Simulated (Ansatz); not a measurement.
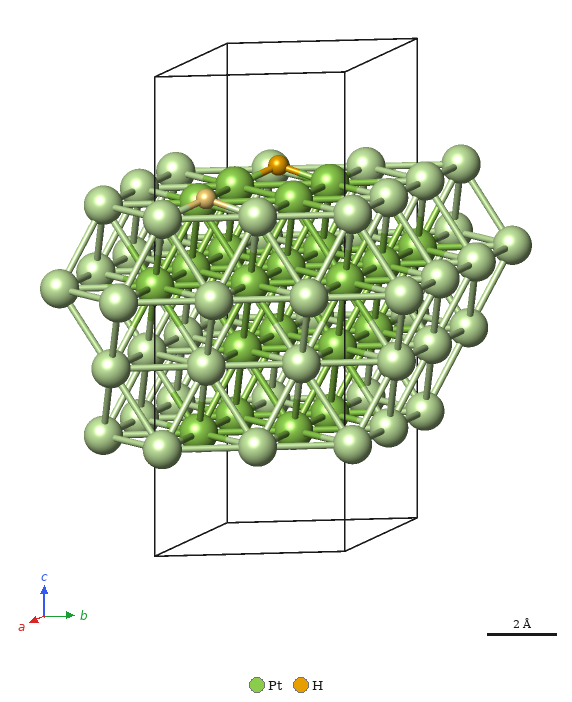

The input geometry (ball-and-stick view of the cell of the calculation, with the vacuum cut short, seen slightly off an axis; neighbours outside the cell are drawn fainter). Near neighbours in the crystal (not all of them lie inside the picture): Pt has 9 Pt at 2.81 Å; Pt has 12 Pt at 2.78 to 2.81 Å; Pt has 1 H at 1.67 Å and 9 Pt at 2.81 Å; H has 3 Pt at 1.67 Å.

Geometry relaxation, with input and output: Pt₁₆H (part 1 of 3)

Pt₁₆H (slab, 17 atoms in the cell), computed with DFT PBE, scalar-relativistic, plane waves, PAW, no spin polarisation (Ansatz 0.2.0).

The structure derives from an entry of the Crystallography Open Database. The input holds or restrains some coordinates.

### Output
```
Engine: ansatz 0.2.0, aarch64-unknown-linux-gnu
Pseudopotentials: kind: paw
Pseudopotential: Pt, paw, valence charge 18, recommended cutoff 420 eV (normal), Pt.paw.azcp
Pseudopotential: H, paw, valence charge 1, recommended cutoff 420 eV (normal), H.paw.azcp
Functional definition: PBE
  parameter kappa = 0.804
  parameter beta = 0.06672455060314922
  exchange = pbe_x(kappa = kappa, mu = beta*pi^2/3)
  correlation = pbe_c(beta = beta)
Crystal: 17 atoms, lattice volume = 706.433 Å³
Basis set: ecut = 420 eV, 13779 PW (Γ), exchange–correlation on 80×80×360 points (8 copies of the dense FFT grid, shifted against one another)
Bands: 174, of which v1, the nominal top of the filled ones, is band 145 counted from 1 (144 counted from 0)
Symmetry: 6 space group operations
Space group: P3m1 (ITA 156), of the structure as read, at distance tolerance 8.9e-5 Å
k-points: 7 of 36 (time reversal used)
Non-local potential: Pt, projectors of the file, l = 0: 3, l = 1: 2, l = 2: 2, l = 3: 1
Non-local potential: H, projectors of the file, l = 0: 2, l = 1: 1
PAW form: soft (Blöchl's): semilocal exchange-correlation on the pseudo side does not see the compensation charge
PAW one-centre angular grid: Pt, 590 points (default); XC on 64 Gauss nodes
PAW one-centre angular grid: H, 110 points (default); XC on 64 Gauss nodes
Initial density: superposition of atomic densities (neutral atoms: chi_scale 0, normalization atom), corrected by the library's trained network
Initial wavefunctions: pseudopotential atomic-orbital guess
Functional: x = pbe(κ = 0.804, μ = 0.2195149727645171), c = pbe(β = 0.06672455060314922)
SCF iter   1: F=—  HF=-200379.319842 eV  |F-HF|=—  |Δ(HF+E_count)|=         —  Δρ=9.32e-3  dr2=9.32e0  ethr=1.77e-3  p=-0.026 e·Å  D=-6.60e-3 V/Å  ΔV_dip=0.17 eV  dr2_dipole=3.52e0  V_vac-E_F(+/−)=5.33/5.16 eV  ⟨swp⟩=7.1  Hψ=5187  notcnv=0  defer=43
efield: sawtooth ramp at fractional position 0.9191 (placed from the atoms, in the widest stretch of the axis that holds none; the zero of the levels goes with the place), width 0.1000; the density the first Hamiltonian is built on has a dipole p = -0.026 e·Å; the dipole correction subtracts the counter field D = -6.60e-3 V/Å, which shifts the + side's vacuum level by +0.17 eV against the − side's; the planar-averaged density in the ramp window peaks in size at 8.8e-6 e/Å³
preconditioner: auto → LDOS  [metal: Δε(μ)=0.017 eV  Ē_g=7.269 eV  σ=0.100 eV  W_gap=0.09  n_scr=150 (ndim 8)  ℏωp=17.7 eV  f_vac=0.596  D(μ)=26.04/eV (n_scr^D=200)  β→1.0]
SCF iter   2: F=—  HF=-200379.250110 eV  |F-HF|=—  |Δ(HF+E_count)|=   6.97e-2  Δρ=4.27e-3  dr2=2.06e-1  ethr=1.77e-3  p=0.052 e·Å  D=1.33e-2 V/Å  ΔV_dip=-0.35 eV  dr2_dipole=5.26e-3  V_vac-E_F(+/−)=5.62/5.97 eV  ⟨swp⟩=1.0  Hψ=1407  notcnv=0  defer=92
SCF iter   3: F=—  HF=-200379.216516 eV  |F-HF|=—  |Δ(HF+E_count)|=   3.36e-2  Δρ=1.44e-3  dr2=1.29e-1  ethr=7.12e-5  p=0.001 e·Å  D=1.79e-4 V/Å  ΔV_dip=-0.00 eV  dr2_dipole=2.62e-2  V_vac-E_F(+/−)=5.56/5.57 eV  ⟨swp⟩=3.0  Hψ=1964  notcnv=0  defer=120
SCF iter   4: F=—  HF=-200379.208199 eV  |F-HF|=—  |Δ(HF+E_count)|=   8.32e-3  Δρ=6.70e-4  dr2=1.23e-2  ethr=4.47e-5  p=0.015 e·Å  D=3.77e-3 V/Å  ΔV_dip=-0.10 eV  dr2_dipole=2.66e-4  V_vac-E_F(+/−)=5.60/5.70 eV  ⟨swp⟩=2.0  Hψ=1636  notcnv=0  defer=120
SCF iter   5: F=—  HF=-200379.207597 eV  |F-HF|=—  |Δ(HF+E_count)|=   6.02e-4  Δρ=3.72e-4  dr2=3.84e-3  ethr=4.26e-6  p=0.012 e·Å  D=3.07e-3 V/Å  ΔV_dip=-0.08 eV  dr2_dipole=1.18e-5  V_vac-E_F(+/−)=5.60/5.68 eV  ⟨swp⟩=2.0  Hψ=1779  notcnv=0  defer=98
SCF iter   6: F=—  HF=-200379.207582 eV  |F-HF|=—  |Δ(HF+E_count)|=   1.44e-5  Δρ=1.80e-4  dr2=1.42e-3  ethr=1.33e-6  p=0.011 e·Å  D=2.82e-3 V/Å  ΔV_dip=-0.07 eV  dr2_dipole=3.22e-6  V_vac-E_F(+/−)=5.60/5.67 eV  ⟨swp⟩=1.3  Hψ=1138  notcnv=0  defer=98
SCF iter   7: F=—  HF=-200379.207581 eV  |F-HF|=—  |Δ(HF+E_count)|=   1.08e-6  Δρ=6.55e-5  dr2=1.16e-4  ethr=4.92e-7  p=0.011 e·Å  D=2.83e-3 V/Å  ΔV_dip=-0.07 eV  dr2_dipole=5.90e-10  V_vac-E_F(+/−)=5.60/5.67 eV  ⟨swp⟩=1.3  Hψ=1158  notcnv=0  defer=98
SCF iter   8: F=-200379.207587 eV  HF=-200379.207595 eV  |F-HF|=7.66e-6  |Δ(HF+E_count)|=   1.37e-5  Δρ=1.98e-5  dr2=1.15e-5  ethr=7.79e-9  p=0.011 e·Å  D=2.88e-3 V/Å  ΔV_dip=-0.07 eV  dr2_dipole=7.06e-7  V_vac-E_F(+/−)=5.60/5.67 eV  ⟨swp⟩=22.4  Hψ=12870  notcnv=0
SCF 1 converged in 8 iterations: F = -200379.207587 eV  dr2 = 1.15e-5
  greatest PAW one-centre occupation: 1.000 electrons in one spin orbital (limit 2), on the Pt atom at site 6 (counted from 0), in its partial waves of l = 0
relax step   1: F+E_penalty+E_count = -200379.20758713 eV  Δ(F+E_penalty+E_count) = +0.000e0 eV  max|allowed force component| = 2.036e0 eV/Å  Δτ_max = 0.0000 Å  (8 SCF iters, dr2 threshold 2.25e-5 eV, accepted)
Initial density: handed on by an earlier stage of this run
Initial wavefunctions: those handed on with the density
iter 1 solved again at ethr=6.40e-5 eV; its pass at ethr=3.10e-3 eV (dr2=1.85e-1 eV) is discarded
SCF iter   1: F=—  HF=-200379.584704 eV  |F-HF|=—  |Δ(HF+E_count)|=         —  Δρ=5.37e-3  dr2=1.45e-1  ethr=6.40e-5  p=0.011 e·Å  D=2.88e-3 V/Å  ΔV_dip=-0.07 eV  dr2_dipole=1.55e-2  V_vac-E_F(+/−)=5.59/5.67 eV  ⟨swp⟩=2.4  Hψ=4399  notcnv=0  defer=124
efield: sawtooth ramp at fractional position 0.9191 (handed on by an earlier solve), width 0.1000; the density the first Hamiltonian is built on has a dipole p = 0.011 e·Å; the dipole correction subtracts the counter field D = 2.88e-3 V/Å, which shifts the + side's vacuum level by -0.07 eV against the − side's; the planar-averaged density in the ramp window peaks in size at 2.7e-6 e/Å³
preconditioner: auto → LDOS  [metal: Δε(μ)=0.014 eV  Ē_g=7.253 eV  σ=0.100 eV  W_gap=0.08  n_scr=150 (ndim 8)  ℏωp=17.7 eV  f_vac=0.595  D(μ)=26.88/eV (n_scr^D=218)  β→1.0]
SCF iter   2: F=—  HF=-200379.588409 eV  |F-HF|=—  |Δ(HF+E_count)|=   3.71e-3  Δρ=2.44e-3  dr2=6.79e-2  ethr=5.02e-5  p=0.003 e·Å  D=8.27e-4 V/Å  ΔV_dip=-0.02 eV  dr2_dipole=1.12e-3  V_vac-E_F(+/−)=5.63/5.65 eV  ⟨swp⟩=3.0  Hψ=2112  notcnv=0  defer=124
SCF iter   3: F=—  HF=-200379.573866 eV  |F-HF|=—  |Δ(HF+E_count)|=   1.45e-2  Δρ=9.70e-4  dr2=1.90e-2  ethr=2.35e-5  p=0.008 e·Å  D=2.17e-3 V/Å  ΔV_dip=-0.06 eV  dr2_dipole=2.17e-4  V_vac-E_F(+/−)=5.61/5.67 eV  ⟨swp⟩=3.0  Hψ=2330  notcnv=0  defer=124
SCF iter   4: F=—  HF=-200379.569560 eV  |F-HF|=—  |Δ(HF+E_count)|=   4.31e-3  Δρ=3.13e-4  dr2=1.44e-3  ethr=6.59e-6  p=0.010 e·Å  D=2.55e-3 V/Å  ΔV_dip=-0.07 eV  dr2_dipole=4.04e-5  V_vac-E_F(+/−)=5.60/5.66 eV  ⟨swp⟩=2.3  Hψ=1731  notcnv=0  defer=128
SCF iter   5: F=—  HF=-200379.569343 eV  |F-HF|=—  |Δ(HF+E_count)|=   2.17e-4  Δρ=1.19e-4  dr2=3.05e-4  ethr=4.98e-7  p=0.010 e·Å  D=2.45e-3 V/Å  ΔV_dip=-0.06 eV  dr2_dipole=6.37e-6  V_vac-E_F(+/−)=5.60/5.66 eV  ⟨swp⟩=2.0  Hψ=1657  notcnv=0  defer=128
SCF iter   6: F=-200379.569265 eV  HF=-200379.569332 eV  |F-HF|=6.70e-5  |Δ(HF+E_count)|=   1.12e-5  Δρ=6.45e-5  dr2=8.15e-5  ethr=3.46e-8  p=0.010 e·Å  D=2.50e-3 V/Å  ΔV_dip=-0.06 eV  dr2_dipole=2.55e-7  V_vac-E_F(+/−)=5.60/5.66 eV  ⟨swp⟩=22.6  Hψ=13117  notcnv=0
SCF 2 converged in 6 iterations: F = -200379.569265 eV  dr2 = 8.15e-5
relax step   2: F+E_penalty+E_count = -200379.56926465 eV  Δ(F+E_penalty+E_count) = -3.617e-1 eV  max|allowed force component| = 5.779e-1 eV/Å  Δτ_max = 0.1947 Å  (6 SCF iters, dr2 threshold 1.00e-4 eV, accepted)
SCF iter   1: F=—  HF=-200379.692434 eV  |F-HF|=—  |Δ(HF+E_count)|=         —  Δρ=2.80e-3  dr2=5.55e-2  ethr=3.09e-4  p=0.010 e·Å  D=2.50e-3 V/Å  ΔV_dip=-0.06 eV  dr2_dipole=8.49e-3  V_vac-E_F(+/−)=5.60/5.66 eV  ⟨swp⟩=4.1  Hψ=2814  notcnv=0  defer=109
efield: sawtooth ramp at fractional position 0.9191 (handed on by an earlier solve), width 0.1000; the density the first Hamiltonian is built on has a dipole p = 0.010 e·Å; the dipole correction subtracts the counter field D = 2.50e-3 V/Å, which shifts the + side's vacuum level by -0.06 eV against the − side's; the planar-averaged density in the ramp window peaks in size at 2.7e-6 e/Å³
preconditioner: auto → LDOS  [metal: Δε(μ)=0.013 eV  Ē_g=7.240 eV  σ=0.100 eV  W_gap=0.07  n_scr=150 (ndim 8)  ℏωp=17.7 eV  f_vac=0.595  D(μ)=26.75/eV (n_scr^D=218)  β→1.0]
SCF iter   2: F=—  HF=-200379.691356 eV  |F-HF|=—  |Δ(HF+E_count)|=   1.08e-3  Δρ=9.15e-4  dr2=1.36e-2  ethr=1.92e-5  p=0.005 e·Å  D=1.34e-3 V/Å  ΔV_dip=-0.03 eV  dr2_dipole=1.44e-3  V_vac-E_F(+/−)=5.62/5.66 eV  ⟨swp⟩=3.0  Hψ=2132  notcnv=0  defer=117
SCF iter   3: F=—  HF=-200379.690943 eV  |F-HF|=—  |Δ(HF+E_count)|=   4.13e-4  Δρ=6.66e-4  dr2=9.66e-3  ethr=4.70e-6  p=0.016 e·Å  D=4.03e-3 V/Å  ΔV_dip=-0.10 eV  dr2_dipole=1.22e-4  V_vac-E_F(+/−)=5.56/5.66 eV  ⟨swp⟩=3.0  Hψ=2071  notcnv=0  defer=117
SCF iter   4: F=—  HF=-200379.688930 eV  |F-HF|=—  |Δ(HF+E_count)|=   2.01e-3  Δρ=2.49e-4  dr2=8.42e-4  ethr=3.34e-6  p=0.012 e·Å  D=3.07e-3 V/Å  ΔV_dip=-0.08 eV  dr2_dipole=2.31e-8  V_vac-E_F(+/−)=5.58/5.66 eV  ⟨swp⟩=2.0  Hψ=1636  notcnv=0  defer=117
SCF iter   5: F=—  HF=-200379.688723 eV  |F-HF|=—  |Δ(HF+E_count)|=   2.08e-4  Δρ=8.14e-5  dr2=1.66e-4  ethr=2.92e-7  p=0.012 e·Å  D=2.95e-3 V/Å  ΔV_dip=-0.08 eV  dr2_dipole=8.53e-7  V_vac-E_F(+/−)=5.58/5.66 eV  ⟨swp⟩=2.6  Hψ=1702  notcnv=0  defer=117
SCF iter   6: F=-200379.688691 eV  HF=-200379.688705 eV  |F-HF|=1.41e-5  |Δ(HF+E_count)|=   1.74e-5  Δρ=2.84e-5  dr2=1.82e-5  ethr=7.22e-9  p=0.011 e·Å  D=2.81e-3 V/Å  ΔV_dip=-0.07 eV  dr2_dipole=3.23e-7  V_vac-E_F(+/−)=5.59/5.66 eV  ⟨swp⟩=22.1  Hψ=12937  notcnv=0
SCF 3 converged in 6 iterations: F = -200379.688691 eV  dr2 = 1.82e-5
relax step   3: F+E_penalty+E_count = -200379.68869105 eV  Δ(F+E_penalty+E_count) = -1.194e-1 eV  max|allowed force component| = 2.949e-1 eV/Å  Δτ_max = 0.1949 Å  (6 SCF iters, dr2 threshold 2.09e-5 eV, accepted)
SCF iter   1: F=—  HF=-200379.709885 eV  |F-HF|=—  |Δ(HF+E_count)|=         —  Δρ=2.11e-3  dr2=1.32e-2  ethr=7.76e-5  p=0.011 e·Å  D=2.81e-3 V/Å  ΔV_dip=-0.07 eV  dr2_dipole=1.16e-4  V_vac-E_F(+/−)=5.59/5.66 eV  ⟨swp⟩=3.3  Hψ=2538  notcnv=0  defer=133
efield: sawtooth ramp at fractional position 0.9191 (handed on by an earlier solve), width 0.1000; the density the first Hamiltonian is built on has a dipole p = 0.011 e·Å; the dipole correction subtracts the counter field D = 2.81e-3 V/Å, which shifts the + side's vacuum level by -0.07 eV against the − side's; the planar-averaged density in the ramp window peaks in size at 2.2e-6 e/Å³
preconditioner: auto → LDOS  [metal: Δε(μ)=0.010 eV  Ē_g=7.238 eV  σ=0.100 eV  W_gap=0.05  n_scr=150 (ndim 8)  ℏωp=17.7 eV  f_vac=0.594  D(μ)=26.67/eV (n_scr^D=218)  β→1.0]
SCF iter   2: F=—  HF=-200379.708955 eV  |F-HF|=—  |Δ(HF+E_count)|=   9.29e-4  Δρ=7.33e-4  dr2=4.38e-3  ethr=4.58e-6  p=0.011 e·Å  D=2.88e-3 V/Å  ΔV_dip=-0.07 eV  dr2_dipole=1.83e-4  V_vac-E_F(+/−)=5.58/5.66 eV  ⟨swp⟩=3.0  Hψ=2396  notcnv=0  defer=133
SCF iter   3: F=—  HF=-200379.708182 eV  |F-HF|=—  |Δ(HF+E_count)|=   7.74e-4  Δρ=2.45e-4  dr2=1.14e-3  ethr=1.51e-6  p=0.010 e·Å  D=2.45e-3 V/Å  ΔV_dip=-0.06 eV  dr2_dipole=3.26e-5  V_vac-E_F(+/−)=5.60/5.66 eV  ⟨swp⟩=2.9  Hψ=2125  notcnv=0  defer=133
SCF iter   4: F=—  HF=-200379.707998 eV  |F-HF|=—  |Δ(HF+E_count)|=   1.83e-4  Δρ=9.05e-5  dr2=8.30e-5  ethr=3.93e-7  p=0.011 e·Å  D=2.89e-3 V/Å  ΔV_dip=-0.07 eV  dr2_dipole=1.53e-6  V_vac-E_F(+/−)=5.58/5.66 eV  ⟨swp⟩=3.0  Hψ=1858  notcnv=0  defer=133
SCF iter   5: F=—  HF=-200379.707988 eV  |F-HF|=—  |Δ(HF+E_count)|=   1.02e-5  Δρ=3.57e-5  dr2=2.23e-5  ethr=2.87e-8  p=0.011 e·Å  D=2.83e-3 V/Å  ΔV_dip=-0.07 eV  dr2_dipole=1.58e-7  V_vac-E_F(+/−)=5.58/5.66 eV  ⟨swp⟩=2.7  Hψ=2127  notcnv=0  defer=133
SCF iter   6: F=—  HF=-200379.707990 eV  |F-HF|=—  |Δ(HF+E_count)|=   2.21e-6  Δρ=1.96e-5  dr2=8.76e-6  ethr=2.42e-9  p=0.011 e·Å  D=2.85e-3 V/Å  ΔV_dip=-0.07 eV  dr2_dipole=1.06e-8  V_vac-E_F(+/−)=5.58/5.66 eV  ⟨swp⟩=22.9  Hψ=12014  notcnv=0
SCF iter   7: F=-200379.707991 eV  HF=-200379.707991 eV  |F-HF|=2.78e-7  |Δ(HF+E_count)|=   7.12e-7  Δρ=8.99e-6  dr2=1.29e-6  ethr=2.42e-9  p=0.011 e·Å  D=2.85e-3 V/Å  ΔV_dip=-0.07 eV  dr2_dipole=8.04e-12  V_vac-E_F(+/−)=5.58/5.66 eV  ⟨swp⟩=15.1  Hψ=10118  notcnv=0
SCF 4 converged in 7 iterations: F = -200379.707991 eV  dr2 = 1.29e-6
relax step   4: F+E_penalty+E_count = -200379.70799085 eV  Δ(F+E_penalty+E_count) = -1.930e-2 eV  max|allowed force component| = 7.934e-2 eV/Å  Δτ_max = 0.1159 Å  (7 SCF iters, dr2 threshold 7.00e-6 eV, accepted)
SCF iter   1: F=—  HF=-200379.708494 eV  |F-HF|=—  |Δ(HF+E_count)|=         —  Δρ=4.31e-4  dr2=9.18e-4  ethr=2.10e-6  p=0.011 e·Å  D=2.85e-3 V/Å  ΔV_dip=-0.07 eV  dr2_dipole=8.89e-5  V_vac-E_F(+/−)=5.58/5.66 eV  ⟨swp⟩=3.1  Hψ=2413  notcnv=0  defer=110
efield: sawtooth ramp at fractional position 0.9191 (handed on by an earlier solve), width 0.1000; the density the first Hamiltonian is built on has a dipole p = 0.011 e·Å; the dipole correction subtracts the counter field D = 2.85e-3 V/Å, which shifts the + side's vacuum level by -0.07 eV against the − side's; the planar-averaged density in the ramp window peaks in size at 2.0e-6 e/Å³
preconditioner: auto → LDOS  [metal: Δε(μ)=0.010 eV  Ē_g=7.244 eV  σ=0.100 eV  W_gap=0.06  n_scr=150 (ndim 8)  ℏωp=17.7 eV  f_vac=0.594  D(μ)=26.68/eV (n_scr^D=218)  β→1.0]
SCF iter   2: F=—  HF=-200379.708513 eV  |F-HF|=—  |Δ(HF+E_count)|=   1.87e-5  Δρ=1.86e-4  dr2=4.92e-4  ethr=3.18e-7  p=0.011 e·Å  D=2.76e-3 V/Å  ΔV_dip=-0.07 eV  dr2_dipole=2.80e-5  V_vac-E_F(+/−)=5.59/5.66 eV  ⟨swp⟩=3.0  Hψ=2440  notcnv=0  defer=114
SCF iter   3: F=—  HF=-200379.708411 eV  |F-HF|=—  |Δ(HF+E_count)|=   1.02e-4  Δρ=8.07e-5  dr2=1.64e-4  ethr=1.70e-7  p=0.012 e·Å  D=3.08e-3 V/Å  ΔV_dip=-0.08 eV  dr2_dipole=4.59e-6  V_vac-E_F(+/−)=5.58/5.66 eV  ⟨swp⟩=2.4  Hψ=1982  notcnv=0  defer=114
SCF iter   4: F=—  HF=-200379.708413 eV  |F-HF|=—  |Δ(HF+E_count)|=   2.57e-6  Δρ=2.52e-5  dr2=8.14e-6  ethr=5.66e-8  p=0.011 e·Å  D=2.89e-3 V/Å  ΔV_dip=-0.07 eV  dr2_dipole=2.89e-9  V_vac-E_F(+/−)=5.58/5.66 eV  ⟨swp⟩=2.3  Hψ=1645  notcnv=0  defer=114
SCF iter   5: F=—  HF=-200379.708679 eV  |F-HF|=—  |Δ(HF+E_count)|=   2.66e-4  Δρ=1.09e-5  dr2=2.50e-6  ethr=2.82e-9  p=0.011 e·Å  D=2.88e-3 V/Å  ΔV_dip=-0.07 eV  dr2_dipole=8.73e-10  V_vac-E_F(+/−)=5.58/5.66 eV  ⟨swp⟩=2.3  Hψ=1955  notcnv=0  defer=114
SCF iter   6: F=—  HF=-200379.708679 eV  |F-HF|=—  |Δ(HF+E_count)|=   2.11e-7  Δρ=5.31e-6  dr2=5.19e-7  ethr=8.66e-10  p=0.011 e·Å  D=2.86e-3 V/Å  ΔV_dip=-0.07 eV  dr2_dipole=1.51e-10  V_vac-E_F(+/−)=5.58/5.66 eV  ⟨swp⟩=2.0  Hψ=1639  notcnv=0  defer=114
SCF iter   7: F=-200379.708679 eV  HF=-200379.708679 eV  |F-HF|=3.16e-8  |Δ(HF+E_count)|=   2.17e-7  Δρ=2.32e-6  dr2=7.22e-8  ethr=3.46e-11  p=0.011 e·Å  D=2.86e-3 V/Å  ΔV_dip=-0.07 eV  dr2_dipole=5.06e-11  V_vac-E_F(+/−)=5.58/5.66 eV  ⟨swp⟩=16.9  Hψ=10341  notcnv=0
SCF 5 converged in 7 iterations: F = -200379.708679 eV  dr2 = 7.22e-8
relax step   5: F+E_penalty+E_count = -200379.70867925 eV  Δ(F+E_penalty+E_count) = -6.884e-4 eV  max|allowed force component| = 2.061e-2 eV/Å  Δτ_max = 0.0246 Å  (7 SCF iters, accepted)
```
